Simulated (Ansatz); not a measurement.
# Energy of Al₃Ni₅ along a strain of the cell

System: Al₃Ni₅ (8 atoms in the cell).
Method: DFT PBEsol, scalar-relativistic, plane waves, PAW, no spin polarisation (Ansatz 0.2.0).

The 9 runs differ only in the geometry, by a strain of the cell at fixed fractional positions. Against run 5, the strain is εyy = η. The structure derives from a Materials Project entry.

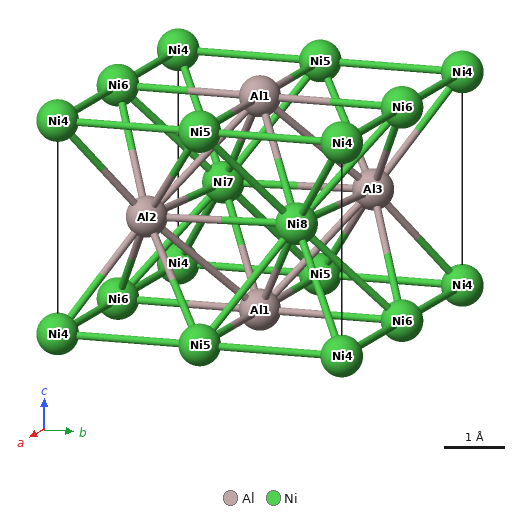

Figure 1. The structure of run 5 (ball-and-stick view of the cell of the calculation, seen slightly off an axis; atoms are numbered from 1 in the order of the input). An atom can appear more than once, as a periodic image.

**Input of run 5**
```yaml
crystal:
  lattice:
    - [3.293332276, -3.7473166611, 0.0]
    - [3.293332276, 3.7473166611, 0.0]
    - [0.0, 0.0, 3.7203545651]
  atoms:
    - { symbol: Al, position: [0.5, 0.5, 0.0] }
    - { symbol: Al, position: [0.7796888787, 0.2203111213, 0.5] }
    - { symbol: Al, position: [0.2203111213, 0.7796888787, 0.5] }
    - { symbol: Ni, position: [0.0, 0.0, 0.0] }
    - { symbol: Ni, position: [0.0, 0.5, 0.0] }
    - { symbol: Ni, position: [0.5, 0.0, 0.0] }
    - { symbol: Ni, position: [0.2762373066, 0.2762373066, 0.5] }
    - { symbol: Ni, position: [0.7237626934, 0.7237626934, 0.5] }
basis:
  ecutwfc: 420
kpoints:
  mp_grid: { grid: [8, 8, 10] }
hamiltonian:
  xc: pbesol
scf:
  occupations: { method: gaussian, width: 0.15 }
output:
  forces: true
  stress: true
  eigenvalues: true
```

Command:
```bash
ansatz run input.yaml --threads 2 --pin off --max-ram 5120MiB --backend cpu --events-out ev --progress --plain --runs-dir out
```

Run 6 differs from it as follows:
```diff
-    - [3.293332276, -3.7473166611, 0.0]
-    - [3.293332276, 3.7473166611, 0.0]
+    - [3.293332276, -3.802695725, 0.0]
+    - [3.293332276, 3.802695725, 0.0]
```

**Results, with one run withheld**

| run | strain parameter η (%) | free energy per atom, from the lowest run given (meV) | pressure (GPa) |
| --- | --- | --- | --- |
| 1 | −7.3892 | 36.27 | 13.49 |
| 2 | −5.9113 | 19.13 | 9.65 |
| 3 | −4.4335 | 7.25 | 6.14 |
| 4 | −2.9557 | 0.30 | 2.94 |
| 5 | 0.0000 | 0.00 | −2.62 |
| 6 | 1.4778 | ? | ? |
| 7 | 2.9557 | 15.84 | −7.18 |
| 8 | 3.6946 | 22.04 | −8.18 |
| 9 | 4.4335 | 29.06 | −9.14 |

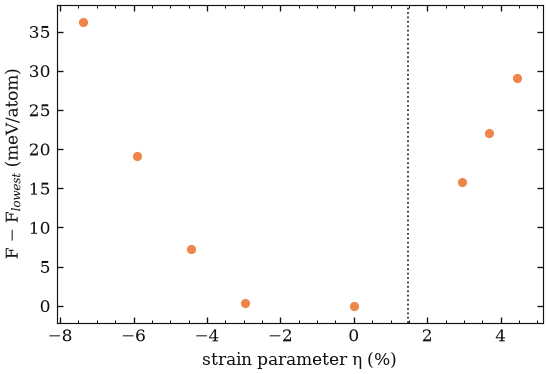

Figure 2. Free energy per atom of the runs given; the dotted line marks run 6.

Fit the runs given and predict run 6.

A cubic polynomial in the coordinate, fitted to the 8 runs given, misses them by at most 0.01 meV per atom. With x = η + 1.2007, it reads F = −1.9613 + 0.48063 x + 0.97955 x² − 0.015561 x³ (meV per atom). At run 6 it gives 6.05 meV per atom, and the run itself gives 6.05. The fit has its minimum at η = −1.4446 %.

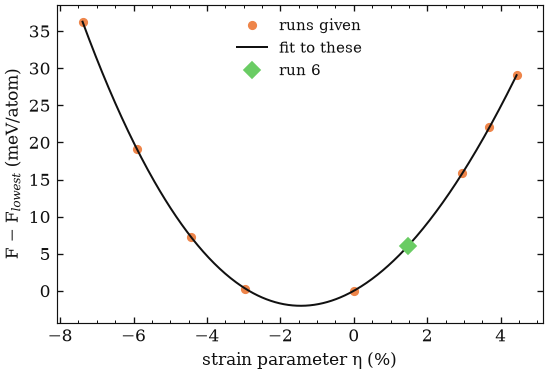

Figure 3. The fit and the withheld run.

**Output, shortened to warnings, some set-up lines, iterations and results (run 6)**
```
Basis set: ecut = 420 eV, 1835 PW (Γ), exchange–correlation on 72×72×50 points (8 copies of the dense FFT grid, shifted against one another)
Symmetry: 8 space group operations
k-points: 126 of 640
Initial density: superposition of atomic densities (neutral atoms: chi_scale 0, normalization atom), corrected by the library's trained network
[...]
SCF iter   1: F=—  HF=-30603.124904 eV  |F-HF|=—  |Δ(HF+E_count)|=         —  Δρ=2.44e-2  dr2=3.35e-1  ethr=1.77e-3  ⟨swp⟩=6.7  Hψ=28845  notcnv=0  defer=13
SCF iter   2: F=—  HF=-30603.080871 eV  |F-HF|=—  |Δ(HF+E_count)|=   4.40e-2  Δρ=6.13e-3  dr2=2.69e-2  ethr=3.39e-4  ⟨swp⟩=2.9  Hψ=14606  notcnv=0  defer=389
SCF iter   3: F=—  HF=-30603.077526 eV  |F-HF|=—  |Δ(HF+E_count)|=   3.35e-3  Δρ=1.64e-3  dr2=2.73e-3  ethr=2.72e-5  ⟨swp⟩=1.1  Hψ=7206  notcnv=0  defer=389
SCF iter   4: F=—  HF=-30603.077048 eV  |F-HF|=—  |Δ(HF+E_count)|=   4.78e-4  Δρ=3.21e-4  dr2=8.68e-5  ethr=2.76e-6  ⟨swp⟩=2.1  Hψ=10725  notcnv=0  defer=389
SCF iter   5: F=—  HF=-30603.077180 eV  |F-HF|=—  |Δ(HF+E_count)|=   1.33e-4  Δρ=8.02e-5  dr2=8.36e-6  ethr=8.77e-8  ⟨swp⟩=2.2  Hψ=11659  notcnv=0  defer=389
SCF iter   6: F=—  HF=-30603.077179 eV  |F-HF|=—  |Δ(HF+E_count)|=   1.64e-6  Δρ=5.31e-5  dr2=2.97e-6  ethr=8.45e-9  ⟨swp⟩=2.0  Hψ=10973  notcnv=0  defer=389
SCF iter   7: F=-30603.077178 eV  HF=-30603.077178 eV  |F-HF|=8.62e-8  |Δ(HF+E_count)|=   3.10e-7  Δρ=1.16e-5  dr2=9.08e-8  ethr=1.01e-10  ⟨swp⟩=8.8  Hψ=34841  notcnv=0
SCF 1 converged in 7 iterations: F = -30603.077178 eV  dr2 = 9.08e-8
SCF converged after 7 iterations
Free energy (F): -30603.077178 eV
Harris-Foulkes:  -30603.077178 eV  (|F-HF|=8.62e-8)
Internal energy: -30603.029803 eV  (E = F + TS)
E sigma→0 (E₀):  -30603.053490 eV
Entropy (-TS):   -0.047376 eV (-5.922 meV/atom)
Fermi energy:    14.762342 eV
--- Per-component energies (eV) ---
  E_band       = -1638.288603
  E_kinetic    = 1500.524006
  E_local      = -21386.406273  (includes V_loc(G=0)·N_el)
  E_nonlocal   = 3219.282533
  E_hartree    = 9158.123941
  E_xc         = -545.889995
  E_vxc        = -640.995065  (∫ρ·V_xc dr)
  E_paw        = -9348.863942  (= ΣΔE_a)
  E_vpaw       = -2646.931166  (= ΣTr[D̂ρ^β])
  E_aug_tail   = 0.002425  (compensation charges beyond the density's cutoff)
  E_ewald      = -13200.846359
  E_core_change = 1.043861  (= ΣΔE_core)
  E_smearing   = -0.047376  (= −TS)
  E_closure    = 0.000000  (closes the sum)
  Σ components = -30603.077178   (vs F -30603.077178, Δ=0.00e0)
--- Forces (eV/Å), atoms counted from 1 ---
  atom   1  Al     0.00000000     0.00000000     0.00000000
  atom   2  Al    -0.00000000     0.00806029    -0.00000000
  atom   3  Al     0.00000000    -0.00806029     0.00000000
  atom   4  Ni     0.00000000     0.00000000     0.00000000
  atom   5  Ni    -0.00000000    -0.00000000     0.00000000
  atom   6  Ni     0.00000000    -0.00000000     0.00000000
  atom   7  Ni    -0.05828239    -0.00000000     0.00000000
  atom   8  Ni     0.05828239     0.00000000    -0.00000000
  max |Σ_I F_I| component: 6.94e-18 eV/Å
--- Stress (GPa, compression-positive) ---
       -4.576225       0.000000       0.000000
        0.000000      -7.523641       0.000000
        0.000000       0.000000      -2.936775
  P = ⅓ Tr σ = -5.0122 GPa (-50.122 kbar)
```

Notes: The run has no spin polarisation, so a magnetic state may lie lower.
